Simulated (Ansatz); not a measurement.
Geometry relaxation, with input and output: Sn$_{8}$O

The run: geometry relaxation of Sn$_{8}$O (slab, 9 atoms in the cell). Method and program: DFT PBEsol, scalar-relativistic, plane waves, PAW (Ansatz 0.2.0).

The structure derives from an entry of the Crystallography Open Database. The run did not end well. The input holds or restrains some coordinates. Forces given for the steps count only the free coordinates. It belongs to a series of runs on one base structure; here: O over the place (3/6, 1/6) of the surface cell, its height relaxed.

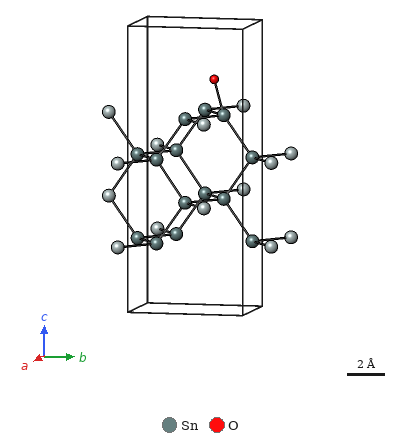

*The structure as given in the input (ball-and-stick view of the cell of the calculation, with the vacuum cut short, seen slightly off an axis; neighbours outside the cell are drawn fainter). An atom can appear more than once, as a periodic image.*

Near neighbours in the periodic cell (some may lie outside the picture): Sn has 3 Sn at 2.83 Å; Sn has 4 Sn at 2.83 to 2.87 Å; Sn has 1 O at 2.05 Å and 3 Sn at 2.83 Å; O has 1 Sn at 2.05 Å.

### Input
```yaml
crystal:
  lattice:
    - [4.6255804186, 0.0, 0.0]
    - [0.0, 6.5415585618, 0.0]
    - [0.0, 0.0, 25.9383706279]
  atoms:
    - { symbol: Sn, position: [0.5, 0.0, 0.3276998437] }
    - { symbol: Sn, position: [0.0, 0.25, 0.3276998437] }
    - { symbol: Sn, position: [0.0, 0.5, 0.416864666] }
    - { symbol: Sn, position: [0.5, 0.75, 0.416864666] }
    - { symbol: Sn, position: [0.5, -0.0008212281, 0.507759393] }
    - { symbol: Sn, position: [0.0, 0.2508212281, 0.507759393] }
    - { symbol: Sn, position: [0.0, 0.5006201598, 0.5966396219] }
    - { symbol: Sn, position: [0.5, 0.7493798402, 0.5966396219] }
    - { symbol: O, position: [0.5, 0.6672868265, 0.672974409] }
basis:
  ecutwfc: 420
kpoints:
  mp_grid: { grid: [6, 5, 1] }
hamiltonian:
  xc: pbesol
scf:
  occupations: { method: gaussian, width: 0.1 }
output:
  forces: true
  eigenvalues: true
  write_density: true
  write_potential: true
  elf: true
  volumetric_format: npy
relax:
  adjacent_minimum: "off"
  f_tol: 0.02
  max_steps: 25
  constraints: [{ sites: [0, 1, 2, 3, 4, 5, 6, 7] }, { site: 8, fix: xy }]
efield:
  axis: 3
  dipole_correction: true
  ramp_width: 0.04
```

Hardware: 2 threads of Intel Xeon @ 2.50GHz (Skylake/Cascade Lake), 192 GiB of memory available, shared host.

Launched with:
```bash
ansatz run input.yaml --threads 2 --pin off --max-ram 5120MiB --backend cpu --events-out ev --progress --plain --runs-dir out
```

### Log
```
Engine: ansatz 0.2.0, x86_64-unknown-linux-gnu
Pseudopotentials: kind: paw
Pseudopotential: Sn, paw, valence charge 14, recommended cutoff 420 eV (normal), Sn.paw.azcp
Pseudopotential: O, paw, valence charge 6, recommended cutoff 420 eV (normal), O.paw.azcp
Functional definition: PBEsol
  exchange = pbesol_x
  correlation = pbesol_c
Crystal: 9 atoms, lattice volume = 784.856 Å³
Basis set: ecut = 420 eV, 15333 PW (Γ), exchange–correlation on 64×90×360 points (8 copies of the dense FFT grid, shifted against one another)
Bands: 71, of which v1, the nominal top of the filled ones, is band 59 counted from 1 (58 counted from 0)
Symmetry: 2 space group operations
Space group: Pm (ITA 6), of the structure as read, at distance tolerance 9.2e-5 Å
k-points: 12 of 30 (time reversal used)
Non-local potential: Sn, projectors of the file, l = 0: 2, l = 1: 2, l = 2: 2, l = 3: 2
Non-local potential: O, projectors of the file, l = 0: 2, l = 1: 2, l = 2: 1
PAW form: soft (Blöchl's): semilocal exchange-correlation on the pseudo side does not see the compensation charge
PAW frozen core: Sn, regenerated for the run's functional, and the local potential with it (the file was generated under x = pbe(κ = 0.804, μ = 0.2195149727645171), c = pbe(β = 0.06672455060314922))
PAW frozen core: O, regenerated for the run's functional, and the local potential with it (the file was generated under x = pbe(κ = 0.804, μ = 0.2195149727645171), c = pbe(β = 0.06672455060314922))
PAW one-centre angular grid: Sn, 590 points (default); XC on 64 Gauss nodes
PAW one-centre angular grid: O, 110 points (default); XC on 64 Gauss nodes
Initial density: superposition of atomic densities (neutral atoms: chi_scale 0, normalization atom), corrected by the library's trained network
Initial wavefunctions: pseudopotential atomic-orbital guess
Functional: x = pbesol(κ = 0.804, μ = 0.12345679012345678), c = pbesol(β = 0.046)
SCF iter   1: F=—  HF=-48153.139368 eV  |F-HF|=—  |Δ(HF+E_count)|=         —  Δρ=1.97e-2  dr2=1.25e1  ethr=1.77e-3  p=-0.471 e·Å  D=-1.09e-1 V/Å  ΔV_dip=2.82 eV  dr2_dipole=4.77e0  V_vac-E_F(+/−)=7.20/4.38 eV  ⟨swp⟩=8.8  Hψ=3650  notcnv=0  defer=4
efield: sawtooth ramp at fractional position 0.9803 (placed from the atoms, in the widest stretch of the axis that holds none; the zero of the levels goes with the place), width 0.0400; the density the first Hamiltonian is built on has a dipole p = -0.471 e·Å; the dipole correction subtracts the counter field D = -1.09e-1 V/Å, which shifts the + side's vacuum level by +2.82 eV against the − side's; the planar-averaged density in the ramp window peaks in size at 4.9e-6 e/Å³
preconditioner: auto → LDOS  [metal: Δε(μ)=0.036 eV  Ē_g=18.273 eV  σ=0.100 eV  W_gap=0.20  n_scr=118 (ndim 8)  ℏωp=14.4 eV  f_vac=0.592  D(μ)=9.76/eV (n_scr^D=40)  β→1.0]
SCF iter   2: F=—  HF=-48152.775158 eV  |F-HF|=—  |Δ(HF+E_count)|=   3.64e-1  Δρ=9.85e-3  dr2=3.96e-1  ethr=1.77e-3  p=-0.435 e·Å  D=-1.00e-1 V/Å  ΔV_dip=2.60 eV  dr2_dipole=5.88e-2  V_vac-E_F(+/−)=7.10/4.50 eV  ⟨swp⟩=2.0  Hψ=1311  notcnv=0  defer=45
SCF iter   3: F=—  HF=-48152.834842 eV  |F-HF|=—  |Δ(HF+E_count)|=   5.97e-2  Δρ=5.44e-3  dr2=5.14e-1  ethr=3.36e-4  p=-0.439 e·Å  D=-1.01e-1 V/Å  ΔV_dip=2.63 eV  dr2_dipole=1.20e-1  V_vac-E_F(+/−)=7.06/4.43 eV  ⟨swp⟩=2.0  Hψ=1134  notcnv=0  defer=45
SCF iter   4: F=—  HF=-48152.876838 eV  |F-HF|=—  |Δ(HF+E_count)|=   4.20e-2  Δρ=3.28e-3  dr2=2.18e-1  ethr=3.36e-4  p=-0.436 e·Å  D=-1.00e-1 V/Å  ΔV_dip=2.61 eV  dr2_dipole=5.23e-2  V_vac-E_F(+/−)=7.02/4.42 eV  ⟨swp⟩=1.2  Hψ=883  notcnv=0  defer=45
SCF iter   5: F=—  HF=-48152.884448 eV  |F-HF|=—  |Δ(HF+E_count)|=   7.61e-3  Δρ=1.79e-3  dr2=5.97e-2  ethr=1.85e-4  p=-0.432 e·Å  D=-9.96e-2 V/Å  ΔV_dip=2.58 eV  dr2_dipole=1.41e-2  V_vac-E_F(+/−)=6.99/4.41 eV  ⟨swp⟩=1.0  Hψ=807  notcnv=0  defer=45
SCF iter   6: F=—  HF=-48152.886308 eV  |F-HF|=—  |Δ(HF+E_count)|=   1.86e-3  Δρ=5.74e-4  dr2=5.30e-3  ethr=5.06e-5  p=-0.427 e·Å  D=-9.85e-2 V/Å  ΔV_dip=2.55 eV  dr2_dipole=2.75e-4  V_vac-E_F(+/−)=6.97/4.41 eV  ⟨swp⟩=1.0  Hψ=823  notcnv=0  defer=45
SCF iter   7: F=—  HF=-48152.885981 eV  |F-HF|=—  |Δ(HF+E_count)|=   3.27e-4  Δρ=1.30e-4  dr2=2.88e-4  ethr=4.49e-6  p=-0.426 e·Å  D=-9.82e-2 V/Å  ΔV_dip=2.55 eV  dr2_dipole=3.30e-5  V_vac-E_F(+/−)=6.96/4.42 eV  ⟨swp⟩=2.0  Hψ=942  notcnv=0  defer=45
SCF iter   8: F=—  HF=-48152.885984 eV  |F-HF|=—  |Δ(HF+E_count)|=   3.14e-6  Δρ=4.70e-5  dr2=1.03e-4  ethr=2.44e-7  p=-0.425 e·Å  D=-9.81e-2 V/Å  ΔV_dip=2.54 eV  dr2_dipole=4.62e-5  V_vac-E_F(+/−)=6.97/4.42 eV  ⟨swp⟩=2.0  Hψ=1227  notcnv=0  defer=45
iter 9 did not close the SCF: its close was put off until two iterations running show no level that it waits for move by more than its bar (scf_convergence_deferred on its scf_iter line)
SCF iter   9: F=-48152.885976 eV  HF=-48152.885971 eV  |F-HF|=4.09e-6  |Δ(HF+E_count)|=   1.30e-5  Δρ=1.56e-5  dr2=6.31e-6  ethr=8.47e-9  p=-0.425 e·Å  D=-9.81e-2 V/Å  ΔV_dip=2.54 eV  dr2_dipole=1.74e-6  V_vac-E_F(+/−)=6.97/4.42 eV  ⟨swp⟩=23.1  Hψ=8949  notcnv=0
SCF iter  10: F=-48152.885980 eV  HF=-48152.885980 eV  |F-HF|=6.25e-7  |Δ(HF+E_count)|=   9.03e-6  Δρ=6.57e-6  dr2=1.86e-6  ethr=5.34e-9  p=-0.425 e·Å  D=-9.81e-2 V/Å  ΔV_dip=2.54 eV  dr2_dipole=6.35e-7  V_vac-E_F(+/−)=6.97/4.42 eV  ⟨swp⟩=13.0  Hψ=6972  notcnv=0
SCF 1 converged in 10 iterations: F = -48152.885980 eV  dr2 = 1.86e-6
  greatest PAW one-centre occupation: 0.992 electrons in one spin orbital (limit 2), on the Sn atom at site 7 (counted from 0), in its partial waves of l = 2
relax step   1: F+E_penalty+E_count = -48152.88597987 eV  Δ(F+E_penalty+E_count) = +0.000e0 eV  max|allowed force component| = 2.345e0 eV/Å  Δτ_max = 0.0000 Å  (10 SCF iters, dr2 threshold 1.00e-5 eV, accepted)
Initial density: handed on by an earlier stage of this run
Initial wavefunctions: those handed on with the density
iter 1 solved again at ethr=5.86e-4 eV; its pass at ethr=3.10e-3 eV (dr2=6.92e-1 eV) is discarded
SCF iter   1: F=—  HF=-48153.147520 eV  |F-HF|=—  |Δ(HF+E_count)|=         —  Δρ=7.91e-3  dr2=6.93e-1  ethr=5.86e-4  p=-0.425 e·Å  D=-9.81e-2 V/Å  ΔV_dip=2.54 eV  dr2_dipole=1.30e-1  V_vac-E_F(+/−)=7.01/4.46 eV  ⟨swp⟩=1.0  Hψ=3301  notcnv=0  defer=21
efield: sawtooth ramp at fractional position 0.9803 (handed on by an earlier solve), width 0.0400; the density the first Hamiltonian is built on has a dipole p = -0.425 e·Å; the dipole correction subtracts the counter field D = -9.81e-2 V/Å, which shifts the + side's vacuum level by +2.54 eV against the − side's; the planar-averaged density in the ramp window peaks in size at 3.3e-7 e/Å³
preconditioner: auto → LDOS  [insulator: Δε(μ)=0.130 eV  Ē_g=18.385 eV  σ=0.100 eV  W_gap=0.59  n_scr=118 (ndim 8)  ℏωp=14.4 eV  f_vac=0.593  D(μ)=7.75/eV (n_scr^D=24)  ε∞_Penn≈1.6  β→1.0]
SCF iter   2: F=—  HF=-48153.070257 eV  |F-HF|=—  |Δ(HF+E_count)|=   7.73e-2  Δρ=3.34e-3  dr2=4.68e-2  ethr=5.86e-4  p=-0.385 e·Å  D=-8.87e-2 V/Å  ΔV_dip=2.30 eV  dr2_dipole=9.14e-3  V_vac-E_F(+/−)=6.71/4.41 eV  ⟨swp⟩=2.0  Hψ=1122  notcnv=0  defer=21
SCF iter   3: F=—  HF=-48153.091748 eV  |F-HF|=—  |Δ(HF+E_count)|=   2.15e-2  Δρ=1.90e-3  dr2=6.14e-2  ethr=3.97e-5  p=-0.384 e·Å  D=-8.85e-2 V/Å  ΔV_dip=2.30 eV  dr2_dipole=1.34e-2  V_vac-E_F(+/−)=6.73/4.43 eV  ⟨swp⟩=2.0  Hψ=1650  notcnv=0  defer=32
SCF iter   4: F=—  HF=-48153.090527 eV  |F-HF|=—  |Δ(HF+E_count)|=   1.22e-3  Δρ=5.79e-4  dr2=4.66e-3  ethr=3.97e-5  p=-0.379 e·Å  D=-8.74e-2 V/Å  ΔV_dip=2.27 eV  dr2_dipole=3.66e-4  V_vac-E_F(+/−)=6.69/4.42 eV  ⟨swp⟩=1.2  Hψ=816  notcnv=0  defer=35
SCF iter   5: F=—  HF=-48153.091337 eV  |F-HF|=—  |Δ(HF+E_count)|=   8.10e-4  Δρ=2.00e-4  dr2=5.42e-4  ethr=3.95e-6  p=-0.379 e·Å  D=-8.73e-2 V/Å  ΔV_dip=2.27 eV  dr2_dipole=8.88e-5  V_vac-E_F(+/−)=6.68/4.42 eV  ⟨swp⟩=2.0  Hψ=964  notcnv=0  defer=35
SCF iter   6: F=—  HF=-48153.091382 eV  |F-HF|=—  |Δ(HF+E_count)|=   4.54e-5  Δρ=5.20e-5  dr2=1.01e-4  ethr=4.60e-7  p=-0.380 e·Å  D=-8.75e-2 V/Å  ΔV_dip=2.27 eV  dr2_dipole=9.10e-6  V_vac-E_F(+/−)=6.69/4.42 eV  ⟨swp⟩=2.0  Hψ=1509  notcnv=0  defer=35
SCF iter   7: F=-48153.091378 eV  HF=-48153.091382 eV  |F-HF|=3.77e-6  |Δ(HF+E_count)|=   6.87e-7  Δρ=1.78e-5  dr2=6.85e-6  ethr=8.47e-8  p=-0.380 e·Å  D=-8.77e-2 V/Å  ΔV_dip=2.28 eV  dr2_dipole=1.33e-7  V_vac-E_F(+/−)=6.69/4.42 eV  ⟨swp⟩=20.8  Hψ=8790  notcnv=0
SCF 2 converged in 7 iterations: F = -48153.091378 eV  dr2 = 6.85e-6
relax step   2: F+E_penalty+E_count = -48153.09137781 eV  Δ(F+E_penalty+E_count) = -2.054e-1 eV  max|allowed force component| = 1.142e-1 eV/Å  Δτ_max = 0.1488 Å  (7 SCF iters, dr2 threshold 1.00e-4 eV, accepted)
SCF iter   1: F=—  HF=-48153.091805 eV  |F-HF|=—  |Δ(HF+E_count)|=         —  Δρ=3.20e-4  dr2=1.07e-3  ethr=9.50e-6  p=-0.380 e·Å  D=-8.77e-2 V/Å  ΔV_dip=2.28 eV  dr2_dipole=1.83e-4  V_vac-E_F(+/−)=6.69/4.42 eV  ⟨swp⟩=2.0  Hψ=1304  notcnv=0
efield: sawtooth ramp at fractional position 0.9803 (handed on by an earlier solve), width 0.0400; the density the first Hamiltonian is built on has a dipole p = -0.380 e·Å; the dipole correction subtracts the counter field D = -8.77e-2 V/Å, which shifts the + side's vacuum level by +2.28 eV against the − side's; the planar-averaged density in the ramp window peaks in size at 4.5e-7 e/Å³
preconditioner: auto → LDOS  [metal: Δε(μ)=0.081 eV  Ē_g=18.372 eV  σ=0.100 eV  W_gap=0.41  n_scr=118 (ndim 8)  ℏωp=14.4 eV  f_vac=0.594  D(μ)=8.50/eV (n_scr^D=34)  β→1.0]
SCF iter   2: F=—  HF=-48153.091558 eV  |F-HF|=—  |Δ(HF+E_count)|=   2.47e-4  Δρ=1.36e-4  dr2=7.96e-5  ethr=9.08e-7  p=-0.379 e·Å  D=-8.75e-2 V/Å  ΔV_dip=2.27 eV  dr2_dipole=1.33e-5  V_vac-E_F(+/−)=6.69/4.42 eV  ⟨swp⟩=2.0  Hψ=1206  notcnv=0
SCF iter   3: F=—  HF=-48153.091652 eV  |F-HF|=—  |Δ(HF+E_count)|=   9.31e-5  Δρ=8.18e-5  dr2=1.17e-4  ethr=6.74e-8  p=-0.379 e·Å  D=-8.74e-2 V/Å  ΔV_dip=2.27 eV  dr2_dipole=2.71e-5  V_vac-E_F(+/−)=6.68/4.42 eV  ⟨swp⟩=2.0  Hψ=1517  notcnv=0
SCF iter   4: F=—  HF=-48153.091663 eV  |F-HF|=—  |Δ(HF+E_count)|=   1.13e-5  Δρ=3.54e-5  dr2=1.81e-5  ethr=6.74e-8  p=-0.379 e·Å  D=-8.74e-2 V/Å  ΔV_dip=2.27 eV  dr2_dipole=1.09e-6  V_vac-E_F(+/−)=6.68/4.42 eV  ⟨swp⟩=1.1  Hψ=806  notcnv=0
SCF iter   5: F=—  HF=-48153.091672 eV  |F-HF|=—  |Δ(HF+E_count)|=   9.53e-6  Δρ=1.26e-5  dr2=3.31e-6  ethr=1.53e-8  p=-0.379 e·Å  D=-8.74e-2 V/Å  ΔV_dip=2.27 eV  dr2_dipole=1.22e-6  V_vac-E_F(+/−)=6.68/4.42 eV  ⟨swp⟩=2.0  Hψ=854  notcnv=0
SCF iter   6: F=-48153.091675 eV  HF=-48153.091675 eV  |F-HF|=2.05e-8  |Δ(HF+E_count)|=   2.33e-6  Δρ=2.85e-6  dr2=2.22e-7  ethr=6.91e-10  p=-0.379 e·Å  D=-8.74e-2 V/Å  ΔV_dip=2.27 eV  dr2_dipole=9.71e-10  V_vac-E_F(+/−)=6.68/4.42 eV  ⟨swp⟩=17.9  Hψ=7687  notcnv=0
SCF 3 converged in 6 iterations: F = -48153.091675 eV  dr2 = 2.22e-7
relax step   3: F+E_penalty+E_count = -48153.09167471 eV  Δ(F+E_penalty+E_count) = -2.969e-4 eV  max|allowed force component| = 1.726e-2 eV/Å  Δτ_max = 0.0060 Å  (6 SCF iters, dr2 threshold 8.15e-7 eV, accepted)
iter 1 solved again at ethr=2.00e-10 eV; its pass at ethr=3.10e-3 eV (dr2=2.36e-7 eV) is discarded
SCF iter   1: F=—  HF=-48153.091717 eV  |F-HF|=—  |Δ(HF+E_count)|=         —  Δρ=3.08e-6  dr2=2.37e-7  ethr=2.00e-10  p=-0.379 e·Å  D=-8.74e-2 V/Å  ΔV_dip=2.27 eV  dr2_dipole=1.45e-10  V_vac-E_F(+/−)=6.68/4.42 eV  ⟨swp⟩=1.0  Hψ=2064  notcnv=0
```

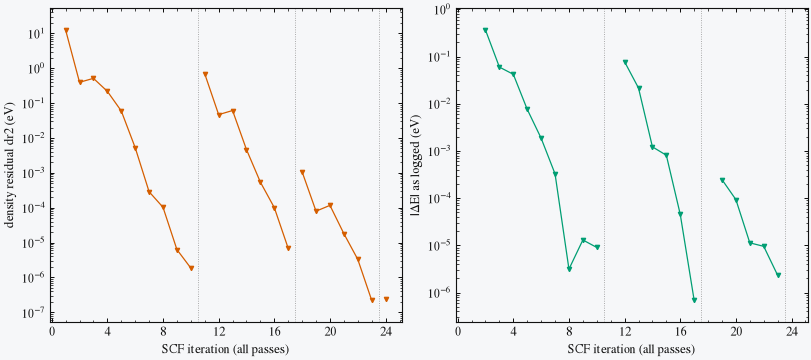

*Convergence of the self-consistent field: density residual dr2 and size of the energy change against the SCF iteration. Dotted lines part the SCF passes that the log prints in full.*

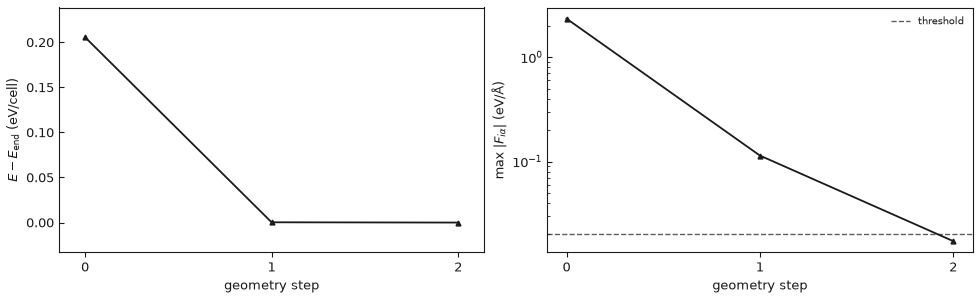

*Progress of the restrained relaxation, step by step (the first geometry is step 0 here and step 1 in the log).*

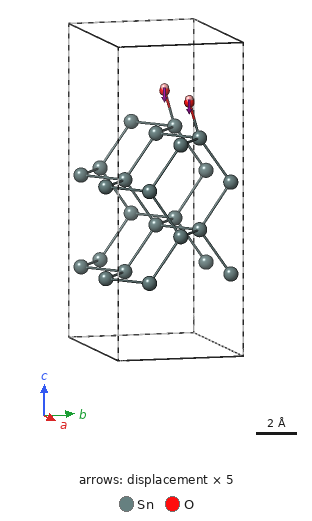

*Start (faint) and end (solid) with the displacements as pink arrows, magnified 5 times (ball-and-stick view of the 2 × 1 repeat of the cell, with the vacuum cut short, seen slightly off an axis).*

The run was cut off at its time limit before the program reported convergence, but its last step already meets the force threshold: the largest component is 0.017 eV/Å against 0.02 eV/Å. The energy falls by 0.206 eV per cell of the calculation in 2 geometry steps. The largest force component goes from 2.3 to 0.017 eV/Å. O9 moves most: 0.15 Å. Sn stays in place. The cell stays as it was. Among the contacts that change: Sn8–O9 2.052 → 1.903 Å. (Atoms are counted from 1 in the order of the input.)

```
efield: sawtooth ramp at fractional position 0.9803 (handed on by an earlier solve), width 0.0400; the density the first Hamiltonian is built on has a dipole p = -0.379 e·Å; the dipole correction subtracts the counter field D = -8.74e-2 V/Å, which shifts the + side's vacuum level by +2.27 eV against the − side's; the planar-averaged density in the ramp window peaks in size at 4.2e-7 e/Å³
preconditioner: auto → LDOS  [metal: Δε(μ)=0.079 eV  Ē_g=18.371 eV  σ=0.100 eV  W_gap=0.40  n_scr=118 (ndim 8)  ℏωp=14.4 eV  f_vac=0.594  D(μ)=8.53/eV (n_scr^D=34)  β→1.0]
```

### Trajectory as extended XYZ (Å, eV, eV/Å), 3 frames, from step=1 to step=3
```
9
Lattice="4.6256 0.0000 0.0000 0.0000 6.5416 0.0000 0.0000 0.0000 25.9384" Properties=species:S:1:pos:R:3:forces:R:3 step=1 energy=-48152.88598
Sn    2.3128    0.0000    8.5000    0.0000   0.1246  -0.0476
Sn    0.0000    1.6354    8.5000    0.0000  -0.0985   0.0060
Sn    0.0000    3.2708   10.8128    0.0000  -0.1037   0.0706
Sn    2.3128    4.9062   10.8128    0.0000   0.0661   0.0911
Sn    2.3128   -0.0054   13.1705    0.0000   0.2149  -0.2463
Sn    0.0000    1.6408   13.1705    0.0000  -0.0714   0.0165
Sn    0.0000    3.2748   15.4759    0.0000   0.0241   0.2119
Sn    2.3128    4.9021   15.4759    0.0000  -0.7596   2.2426
O     2.3128    4.3651   17.4559    0.0000   0.6036  -2.3448
9
Lattice="4.6256 0.0000 0.0000 0.0000 6.5416 0.0000 0.0000 0.0000 25.9384" Properties=species:S:1:pos:R:3:forces:R:3 step=2 energy=-48153.09138
Sn    2.3128    0.0000    8.5000    0.0000   0.1240  -0.0568
Sn    0.0000    1.6354    8.5000    0.0000  -0.1054   0.0194
Sn    0.0000    3.2708   10.8128    0.0000  -0.1005   0.0602
Sn    2.3128    4.9062   10.8128    0.0000   0.0566   0.0889
Sn    2.3128   -0.0054   13.1705    0.0000   0.1802  -0.2595
Sn    0.0000    1.6408   13.1705    0.0000  -0.0416   0.0384
Sn    0.0000    3.2748   15.4759    0.0000  -0.1200   0.0856
Sn    2.3128    4.9021   15.4759    0.0000  -0.0937   0.1384
O     2.3128    4.3651   17.3070    0.0000   0.1007  -0.1142
9
Lattice="4.6256 0.0000 0.0000 0.0000 6.5416 0.0000 0.0000 0.0000 25.9384" Properties=species:S:1:pos:R:3:forces:R:3 step=3 energy=-48153.09168
Sn    2.3128    0.0000    8.5000    0.0000   0.1241  -0.0569
Sn    0.0000    1.6354    8.5000    0.0000  -0.1054   0.0194
Sn    0.0000    3.2708   10.8128    0.0000  -0.1004   0.0596
Sn    2.3128    4.9062   10.8128    0.0000   0.0561   0.0888
Sn    2.3128   -0.0054   13.1705    0.0000   0.1786  -0.2600
Sn    0.0000    1.6408   13.1705    0.0000  -0.0401   0.0398
Sn    0.0000    3.2748   15.4759    0.0000  -0.1266   0.0797
Sn    2.3128    4.9021   15.4759    0.0000  -0.0525   0.0122
O     2.3128    4.3651   17.3010    0.0000   0.0663   0.0173
```

### Outcome

- outcome: stopped at the time limit
- wall time: 3.4 min (CPU time 6.5 min)
- peak memory: 1.3 GiB

### Diagnosis

The run was cut off by its time limit, so the output is incomplete.
